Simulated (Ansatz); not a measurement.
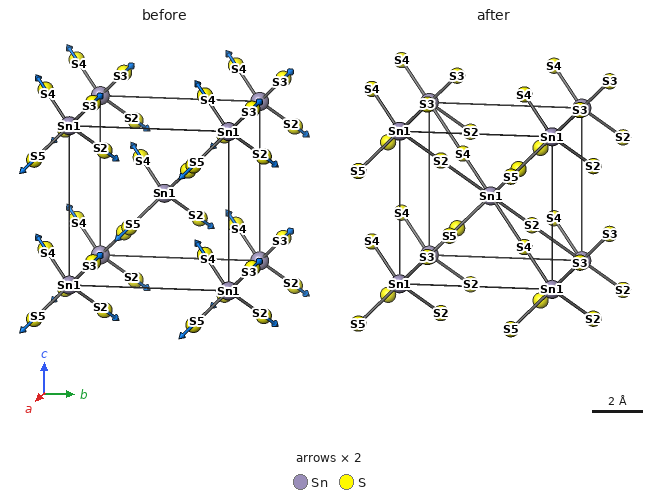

The structure of a crystal of SnS4 (a generated structure, set up in I-43m) (coarse preliminary run) before (left) and after (right) a relaxation, at one scale. The blue arrows give the displacements (the part carried along by the change of the cell is left out), 2 times their true length.

A ball-and-stick model of the conventional cell (2 times the calculation's cell), seen slightly off an axis. Lengths and directions refer to the drawn axes.

All numbers below come from DFT PBE, scalar-relativistic, plane waves, PAW in Ansatz.

The input:
```yaml
crystal:
  lattice:
    - [-3.2704712, 3.2704712, 3.2704712]
    - [3.2704712, -3.2704712, 3.2704712]
    - [3.2704712, 3.2704712, -3.2704712]
  atoms:
    - { symbol: Sn, position: [0.0, 0.0, 0.0] }
    - { symbol: S, position: [0.0, 0.63058078, 0.0] }
    - { symbol: S, position: [0.36941922, 0.36941922, 0.36941922] }
    - { symbol: S, position: [0.0, 0.0, 0.63058078] }
    - { symbol: S, position: [0.63058078, 0.0, 0.0] }
basis:
  ecutwfc: 420
kpoints:
  mp_grid: { grid: [4, 4, 4] }
hamiltonian:
  xc: pbe
scf:
  occupations: { method: gaussian, width: 0.1 }
  lower_state_search: "off"
output:
  forces: true
  stress: true
  eigenvalues: true
relax:
  adjacent_minimum: "off"
  f_tol: 0.04
  max_steps: 70
  cell: { stress_tol: 0.4 }
```

Launched with:
```bash
ansatz run input.yaml --threads 1 --pin off --max-ram 2560MiB --backend cpu --events-out ev --progress --plain --runs-dir out
```

**What changed between the two?**

The largest moves relative to the cell, 0.45 Å, are those of S2, S3, S4 and S5. S4 goes along [−1 −1 1]. Sn stays in place. The volume changes by −12.3 %, with a = b = c 6.541 → 6.261 Å (−4.3 %). Among the contacts that change: Sn1–S2 3.572 → 2.967 Å, Sn1–S2 (another image) 2.093 → 2.455 Å. The space group stays I-43m (No. 217). The energy falls by 4.605 eV per cell of the calculation in 6 accepted moves (7 points after the start). Largest force component: 4.4 eV/Å at the start, 0.0034 eV/Å at the end. Pressure: 21.33 GPa at the start and −0.07 GPa at the end. At 1 point the geometry stayed and the basis and grid were re-selected for the new cell (energy shift of 1.9 meV per cell of the calculation at most each time).
